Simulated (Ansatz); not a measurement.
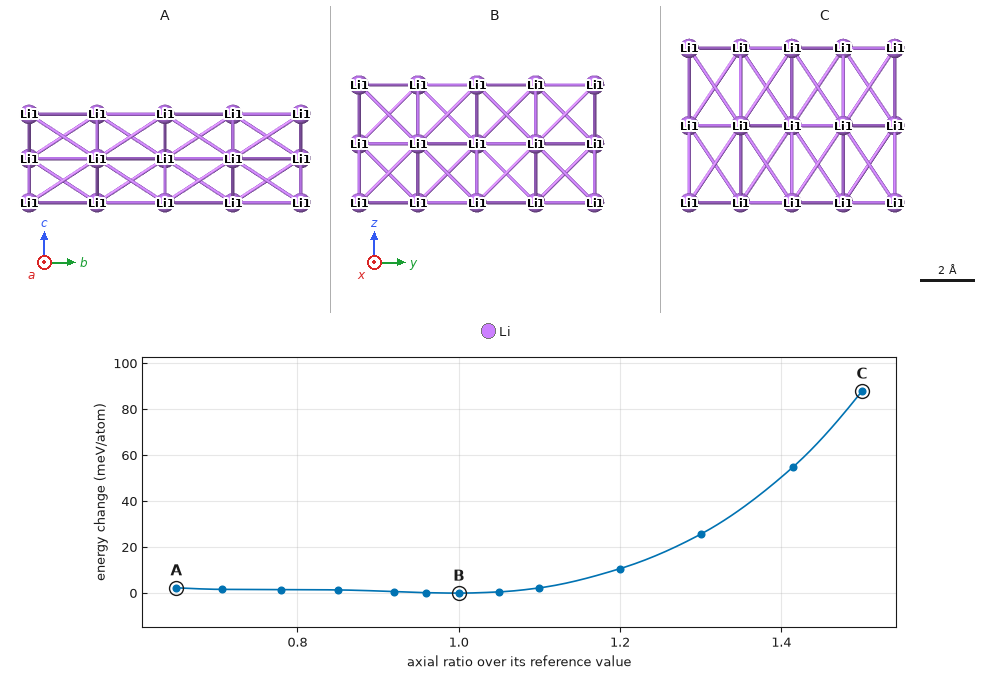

Energy scan for a crystal of Li (Fm-3m), in which the ratio of the cell's length along z to its lengths across, counted as 1 for the reference, is changed at fixed volume (a tetragonal or Bain path), with the atoms kept at their fractional coordinates. x, y and z are the Cartesian axes of the input. The lettered frames are marked on the plot. The picture is a ball-and-stick view of the conventional cell (4 times the calculation's cell), repeated 2 × 2 × 1 with one cell outlined, seen along the a axis. Lengths and directions refer to the drawn axes.

Computed with DFT PBEsol, scalar-relativistic, plane waves, PAW in Ansatz. Set-up: plane-wave cutoff 420 eV; k-point mesh 20 × 20 × 20; occupations gaussian; smearing width 0.15 eV; no spin polarisation. Energies (free energies at the smearing named) are counted from the cell as listed in its source, which wasn't relaxed.

What does the scan show?

Of the computed points the lowest is at the relative ratio 1.00, 0.0 meV/atom. The end points stand at 2.3 meV/atom (0.65) and 87.9 meV/atom (1.50). The unrelaxed reference is under a pressure of −0.7 GPa. The distortion takes the space group from Fm-3m to I4/mmm, except for Im-3m at 0.707. At the relative ratio 1.50 the cell of the drawing goes a 4.404 → 3.847 Å, b 4.404 → 3.847 Å, c 4.404 → 5.771 Å.
